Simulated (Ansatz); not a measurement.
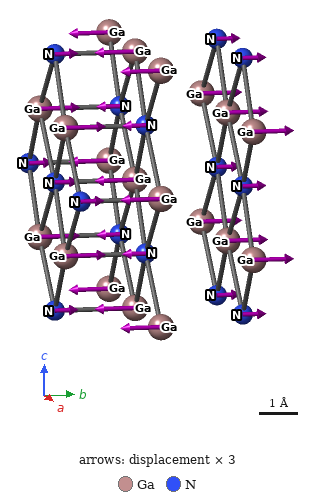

This is a relaxation of a crystal of GaN (a generated structure, set up in Cmcm) (coarse preliminary run). The starting structure is drawn; purple arrows show the displacements (the part carried along by the change of the cell is left out), 3 times their true length.

Style: ball-and-stick. Shown: the atoms within 5.0 Å of the atom that moves most (axes of the conventional cell (2 times the calculation's cell)), slightly off an axis. Lengths and directions refer to the drawn axes.

Method: DFT PBE, scalar-relativistic, plane waves, PAW (Ansatz 0.2.0). Set-up: plane-wave cutoff 420 eV; k-point mesh 6 × 6 × 6; occupations gaussian; smearing width 0.1 eV; no spin polarisation; cell and atoms relaxed; force threshold 0.04 eV/Å; at most 70 steps.

Q: Describe the change and its energy.

A: The energy falls by 693 meV per atom in 12 accepted moves (15 points after the start). The largest force component goes from 1.7 to 0.014 eV/Å. Pressure: −25.87 GPa at the start and 0.11 GPa at the end. The SCF was repeated 3 times at an unchanged geometry on a basis and grid sized afresh for the cell, which shifted the energy by 5.4 meV per atom at most. The largest moves relative to the cell, 0.38 Å, are those of Ga atoms. By element the largest moves are Ga 0.38 Å, N 0.22 Å. The drawn cell changes as follows: a 3.390 → 2.908 Å (−14.2 %), b 9.650 → 11.997 Å (+24.3 %), c 3.501 → 2.915 Å (−16.7 %); the volume changes by −11.2 %. Near-neighbour distances that change, for instance: Ga–N 2.437 → 2.060 Å, Ga–N 2.215 → 2.159 Å. The space group stays Cmcm (No. 63). The run took 65 s on 1 thread of Intel(R) Xeon(R) Platinum 8259CL CPU @ 2.50GHz (Skylake/Cascade Lake) (shared host), peak memory 0.41 GiB.
